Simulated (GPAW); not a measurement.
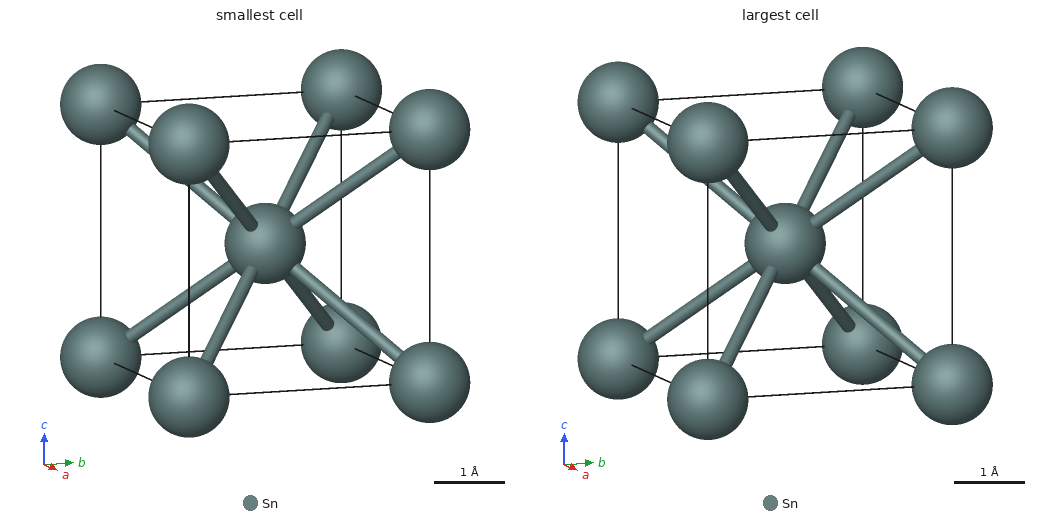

Sn, body-centred cubic (W type), space group Im-3m (No. 229), relaxed (cell and atoms, zero pressure) with five choices of dispersion term on top of PBEsol; the smallest and the largest of the relaxed conventional cells are drawn to one scale (sticks follow a distance rule). The start was a structure listed in the Materials Project. This isn't the form of Sn at room conditions, which is tetragonal (white tin).

Alike in all runs: GPAW 26.7.0; functional PBEsol; potentials PAW data sets generated in the run's folder for this functional; cutoff 600 eV; k mesh 10 × 10 × 10 on the run's cell of 1 atom; occupations fermi-dirac, width 0.05 eV; no spin polarisation; no spin-orbit coupling. All runs are metallic.

| level | volume (Å³/atom) | a (Å) |
| --- | --- | --- |
| D3(BJ) | ? | ? |
| D4 | 25.14 | 3.691 |
| D3 | 25.27 | 3.697 |
| none | 25.85 | 3.725 |
| D3(BJ)-ATM | 24.78 | 3.673 |

**What does D3(BJ) give?**

Volume 24.69 Å³/atom; a 3.669 Å. That is the smallest volume of all.

**Order the levels by the relaxed volume, smallest first.**

D3(BJ) (24.69 Å³/atom), D3(BJ)-ATM (24.78 Å³/atom), D4 (25.14 Å³/atom), D3 (25.27 Å³/atom), none (25.85 Å³/atom). Rows within a few tenths of a per cent can't be told apart.

Caveat: later steps reuse the first step's grids; pairwise dispersion terms can overbind metals strongly.
